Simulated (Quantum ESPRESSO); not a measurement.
# ZnS (F-43m): phonons by linear response, part 3 of 5

Wanted: phonon bands, density of states and zone-centre response of ZnS (F-43m).

Quantum ESPRESSO 7.5; DFT LDA, scalar-relativistic, plane waves, PseudoDojo norm-conserving pseudopotentials.

So far, highest frequency (cm⁻¹): step 7 (interpolated phonon bands) 347.

The database entry behind the starting cell differs from later determinations by our own check (about 0.1 % short), so it need not match the best structure at ambient conditions.

### 9. Modes with the sum rule

A rigid shift of the crystal must cost nothing, but grids and finite bases break this; the acoustic sum rule is imposed before the matrix is diagonalised again. With Born charges the intensities follow, and the static dielectric tensor.

Contents of dynmat.in:

```
 &input
    fildyn='x.dyn1',
    asr='simple',
    fileig='dynmat.eig',
    lperm=.true.,
 /
```

The run is started by

```sh
> dynmat.x -in dynmat.in > dynmat.out
```

Numbers of over 12 decimals in the logs are rounded to 6 here.

Output:

```text
[banner, memory and clock lines left out]
Program DYNMAT v.7.5

     Reading Dynamical Matrix from file x.dyn1
     ...Force constants read
     ...epsilon and Z* read
     A direction for q was not specified:TO-LO splitting will be absent

     Polarizability (A^3 units)
     multiply by 0.363500 for Clausius-Mossotti correction
        15.536487    0.000000    0.000000
         0.000000   15.536487    0.000000
         0.000000    0.000000   15.536487

     IR activities are in (D/A)^2/amu units

# mode   [cm-1]    [THz]      IR
    1      0.00    0.0000    0.0000
    2      0.00    0.0000    0.0000
    3      0.00    0.0000    0.0000
    4    291.20    8.7298    3.9139
    5    291.20    8.7298    3.9139
    6    291.20    8.7298    3.9139

Electronic dielectric permittivity tensor (relative, adimensional)
         6.253084    0.000000    0.000000
         0.000000    6.253084    0.000000
         0.000000    0.000000    6.253084

 ... with zone-center polar mode contributions
         8.901851    0.000000    0.000000
         0.000000    8.901851    0.000000
         0.000000    0.000000    8.901851
```

Elapsed: 0.61 s, on 1 thread of Intel Xeon Platinum 8375C at 2.90GHz (Ice Lake), shared host.

Numbers from this step:

- mean static dielectric constant: 8.902

Unit eigenvectors of the mass-weighted matrix after the sum rule; no LO-TO term. The modes at Γ (shares of kinetic energy by element, %):

```
mode  frequency (cm⁻¹)  symmetry  Zn %  S %
   1               0.0  acoustic    67   33
   2               0.0  acoustic    67   33
   3               0.0  acoustic    67   33
   4             291.2        T2    33   67
   5             291.2        T2    33   67
   6             291.2        T2    33   67
```

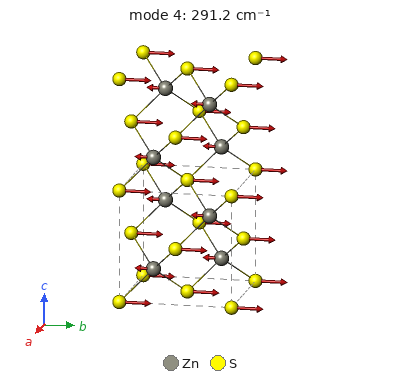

Displacement patterns of mode 4 at Γ; arrows are exaggerated. Bonds to atoms that aren't drawn are left out. 1×1×2 conventional cells are drawn. Some periodic images of atoms are drawn too.

Degenerate modes summed, no LO-TO term. Lines of the infrared spectrum (strongest = 100):

| position (cm⁻¹) | lines merged | label | IR intensity, relative |
| --- | --- | --- | --- |
| 291 | 3 | T2 | 100 |

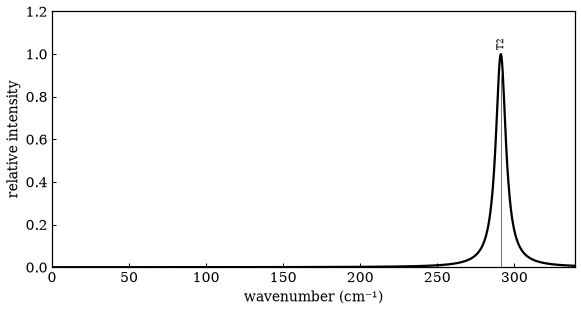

The infrared spectrum, broadened with Lorentzians of width 8 cm⁻¹; bars mark the lines.

Static dielectric tensor (ions relaxed, fixed cell):

```
8.90 0.00 0.00
0.00 8.90 0.00
0.00 0.00 8.90
```

The rule moves no optical mode by more than 0.1 cm⁻¹.

### 10. Sum rules set otherwise (asr no)

Without the rule the raw error of the acoustic modes shows.

Contents of dynmat.in:

```
 &input
    fildyn='x.dyn1',
    asr='no',
    fileig='dynmat.eig',
    lperm=.true.,
 /
```

The run is started by

```sh
> dynmat.x -in dynmat.in > dynmat.out
```

Output:

```text
[banner, memory and clock lines left out]
Program DYNMAT v.7.5

     Reading Dynamical Matrix from file x.dyn1
     ...Force constants read
     ...epsilon and Z* read
     A direction for q was not specified:TO-LO splitting will be absent

     Polarizability (A^3 units)
     multiply by 0.363500 for Clausius-Mossotti correction
        15.536487    0.000000    0.000000
         0.000000   15.536487    0.000000
         0.000000    0.000000   15.536487

     IR activities are in (D/A)^2/amu units

# mode   [cm-1]    [THz]      IR
    1     -2.73   -0.0820    0.0000
    2     -2.73   -0.0820    0.0000
    3     -2.73   -0.0820    0.0000
    4    291.19    8.7296    3.9167
    5    291.19    8.7296    3.9167
    6    291.19    8.7296    3.9167

Electronic dielectric permittivity tensor (relative, adimensional)
         6.253084    0.000000    0.000000
         0.000000    6.253084    0.000000
         0.000000    0.000000    6.253084

 ... with zone-center polar mode contributions
         8.903893    0.000000    0.000000
         0.000000    8.903893    0.000000
         0.000000    0.000000    8.903893
```

Wall time 0.62 s (1 thread).

Numbers from this step:

- mean static dielectric constant: 8.904

Zone-centre frequencies as printed; negative means imaginary. Modes:

| mode | frequency (cm⁻¹) |
| --- | --- |
| 1 | -2.73 |
| 2 | -2.73 |
| 3 | -2.73 |
| 4 | 291.2 |
| 5 | 291.2 |
| 6 | 291.2 |

Against the first rule no mode moves by more than 2.8 cm⁻¹.

### 11. Sum rules set otherwise: a sum rule for molecules or wires on a crystal

This rule also removes rotations, which suits molecules and not a crystal; it is tried to see the harm.

Contents of dynmat.in:

```
 &input
    fildyn='x.dyn1',
    asr='zero-dim',
    fileig='dynmat.eig',
    lperm=.true.,
 /
```

The run is started by

```sh
> dynmat.x -in dynmat.in > dynmat.out
```

Output:

```text
[banner, memory and clock lines left out]
Program DYNMAT v.7.5

     Reading Dynamical Matrix from file x.dyn1
     ...Force constants read
     ...epsilon and Z* read
     Acoustic Sum Rule: || Z*(ASR) - Z*(orig)|| =    3.820640E+00
     Acoustic Sum Rule: ||dyn(ASR) - dyn(orig)||=    3.904491E-01
     A direction for q was not specified:TO-LO splitting will be absent

     Polarizability (A^3 units)
     multiply by 0.363500 for Clausius-Mossotti correction
        15.536487    0.000000    0.000000
         0.000000   15.536487    0.000000
         0.000000    0.000000   15.536487

     IR activities are in (D/A)^2/amu units

# mode   [cm-1]    [THz]      IR
    1     -0.00   -0.0000    0.0000
    2      0.00    0.0000    0.0000
    3      0.00    0.0000    0.0000
    4      0.00    0.0000    0.0000
    5      0.00    0.0000    0.0000
    6    291.18    8.7294    3.9139

Electronic dielectric permittivity tensor (relative, adimensional)
         6.253084    0.000000    0.000000
         0.000000    6.253084    0.000000
         0.000000    0.000000    6.253084

 ... with zone-center polar mode contributions
         7.136094   -0.883010   -0.883010
        -0.883010    7.136094    0.883010
        -0.883010    0.883010    7.136094
```

It took 0.59 s on 1 thread.

The run ended normally, but on settings that are not sound.

The fault: a sum rule for molecules or wires on a crystal; 2 optical modes are projected out to zero frequency, as if they were rotations, and the static dielectric tensor is spoilt.

For a crystal the rule has to be 'simple' or 'crystal'.

Zone-centre frequencies as printed; negative means imaginary. Modes:

```
mode  frequency (cm⁻¹)
   1                 0
   2                 0
   3                 0
   4                 0
   5                 0
   6             291.2
```

### 12. Modes along a direction of q (1 0 0)

A longitudinal polar mode sets up a macroscopic field that stiffens it; the term hangs on the direction from which q goes to zero.

Contents of dynmat.in:

```
 &input
    fildyn='x.dyn1',
    asr='simple',
    fileig='dynmat.eig',
    q(1)=1.0,
    q(2)=0.0,
    q(3)=0.0,
 /
```

The run is started by

```sh
> dynmat.x -in dynmat.in > dynmat.out
```

Output:

```text
[banner, memory and clock lines left out]
Program DYNMAT v.7.5

     Reading Dynamical Matrix from file x.dyn1
     ...Force constants read
     ...epsilon and Z* read

     Polarizability (A^3 units)
     multiply by 0.363500 for Clausius-Mossotti correction
        15.536487    0.000000    0.000000
         0.000000   15.536487    0.000000
         0.000000    0.000000   15.536487

     IR activities are in (D/A)^2/amu units

# mode   [cm-1]    [THz]      IR
    1     -0.00   -0.0000    0.0000
    2      0.00    0.0000    0.0000
    3      0.00    0.0000    0.0000
    4    291.20    8.7298    3.9139
    5    291.20    8.7298    3.9139
    6    347.44   10.4159    3.9139
```

Elapsed: 0.6 s, on 1 thread.

This step gave:

```yaml
highest_mode_moved_by_the_lo_to_term: 347.4 cm⁻¹
```

Zone-centre frequencies as printed; negative means imaginary. Modes:

| mode | frequency (cm⁻¹) |
| --- | --- |
| 1 | 0 |
| 2 | 0 |
| 3 | 0 |
| 4 | 291.2 |
| 5 | 291.2 |
| 6 | 347.4 |

The field moves one mode, from 291 to 347 cm⁻¹; the others stay.

### 13. The dispersion under another sum rule (asr all)

The sum rule corrects the force constants themselves, so it can shift branches at any wavevector, low ones most.

Contents of matdyn.in:

```
 &input
    asr='all',
    flfrc='x.fc',
    flfrq='x.freq',
    flvec='x.modes',
    q_in_band_form=.true.,
    q_in_cryst_coord=.true.,
 /
8
  0.0000000   0.0000000   0.0000000   8  ! GAMMA
 -0.0000000   0.5000000   0.5000000   8  ! X
  0.0000000   0.6250000   0.3750000   1  ! U
 -0.3750000   0.3750000  -0.0000000   8  ! K
  0.0000000   0.0000000   0.0000000   8  ! GAMMA
 -0.0000000   0.5000000  -0.0000000   8  ! L
 -0.2500000   0.5000000   0.2500000   8  ! W
 -0.0000000   0.5000000   0.5000000   1  ! X
```

The run is started by

```sh
> matdyn.x -in matdyn.in > matdyn.out
```

Output:

```text
[banner, memory and clock lines left out]
Program MATDYN v.7.5

 mass for atomic type   1 not given; uses mass from file x.fc
 mass for atomic type   2 not given; uses mass from file x.fc

     WARNING: To use asr = 'all' for infrared-active solids, i.e., solids with nonzero
     Born effective charge, one must set read_lr = .true. in the matdyn.x input. Also,
     the flfrc file must have been constructed with write_lr = .true. in the q2r.x input.
     If the system is infrared inactive and you have nonzero Born effective charge due to
     numerical noise, you can ignore this warning.

 Norm of the difference between old and new effective charges:    3.311e-17

 Huang before:    1   1   1   2,   residual stress:   0.000000
 Huang before:    1   1   1   3,   residual stress:  -0.000000
 Huang before:    1   1   2   2,   residual stress:   0.000000
 Huang before:    1   1   2   3,   residual stress:   0.000000
 Huang before:    1   1   3   3,   residual stress:   0.000000
 Huang before:    1   2   1   3,   residual stress:  -0.000000
 Huang before:    1   2   2   2,   residual stress:  -0.000000
 Huang before:    1   2   2   3,   residual stress:   0.000000
 Huang before:    1   2   3   3,   residual stress:  -0.000000
 Huang before:    1   3   2   2,   residual stress:   0.000000
 Huang before:    1   3   2   3,   residual stress:   0.000000
 Huang before:    1   3   3   3,   residual stress:   0.000000
 Huang before:    2   2   2   3,   residual stress:   0.000000
 Huang before:    2   2   3   3,   residual stress:   0.000000
 Huang before:    2   3   3   3,   residual stress:  -0.000000

 Norm of the difference between old and new force-constants:   2.88882e-05

   You are using asr="all", please consider citing C. Lin, S. Ponc\'e and N. Marzari, npj Comput Mater 8, 236 (2022).
```

Elapsed: 0.61 s, on 1 thread.

At the labelled points the branches move by no more than 0.2 cm⁻¹. The log warns that this rule wants the long-range part of the force constants stored apart (write_lr, read_lr) in a polar crystal, which was not done.

### 14. Self-consistent run for the response, volume × 0.97

Bonds stiffen under compression, so frequencies follow the volume; the atoms are not relaxed anew.

Contents of scf.in:

```
 &control
    calculation='scf',
    prefix='x',
    outdir='./tmp',
    pseudo_dir='./pseudo',
    tprnfor=.true.,
    tstress=.true.,
 /
 &system
    ibrav=2,
    celldm(1)=9.90966302,
    nat=2,
    ntyp=2,
    ecutwfc=92.0,
    occupations='fixed',
    nbnd=15,
 /
 &electrons
    conv_thr=1.0d-12,
    mixing_beta=0.7,
    electron_maxstep=100,
 /
ATOMIC_SPECIES
 Zn     65.3800  Zn.upf
 S      32.0600  S.upf
ATOMIC_POSITIONS crystal
 Zn     0.250000000   0.250000000   0.250000000
 S      0.000000000   0.000000000   0.000000000
K_POINTS automatic
 10 10 10 0 0 0
```

The run is started by

```sh
> OMP_NUM_THREADS=1 mpirun -n 4 pw.x -nk 4 -in scf.in > scf.out
```

Output:

```text
[banners, grids, parts of the stress and lines that vanish by symmetry left out]
[banner, memory and clock lines left out]
Program PWSCF v.7.5

[...]
kinetic-energy cutoff     =      92.0000  Ry
     charge density cutoff     =     368.0000  Ry
     scf convergence threshold =      1.0E-12
[...]
Exchange-correlation= SLA  PW   NOGX NOGC
                           (   1   4   0   0   0   0   0)
[...]
24 Sym. Ops. (no inversion) found
[...]
number of k points=    47
[...]
End of self-consistent calculation
[...]
highest occupied, lowest unoccupied level (ev):     8.4090   10.6704
!    total energy              =    -440.08002724 Ry
[...]
convergence has been achieved in  10 iterations
[...]
atom    1 type  1   force =     0.00000000    0.00000000   -0.00000000
     atom    2 type  2   force =     0.00000000    0.00000000    0.00000000
     Total force =     0.000000     Total SCF correction =     0.000000
[...]
total   stress  (Ry/bohr**3)                   (kbar)     P=       27.73
[...]
XML data file, charge density, pseudopotentials, collected wavefunctions
```

Wall time 13 s (4 MPI ranks).

Numbers from this step:

```yaml
volume_per_atom: 18.03 Å³
pressure: 2.773 GPa
gap_on_the_k_mesh: 2.261 eV
```

(Part 3 of 5 ends here.)

[Host names and launcher messages were left out of these logs when they were recorded.]

[Logs are printed without paths, hosts, clocks, repeated set-up lines and the standing remarks that a program may print on its own settings, such as how far it seeks lower states.]

[Hosts, paths, dates, database ids (printed as entryN), source tags and the programs' standing remarks are cut or masked in the printed files.]
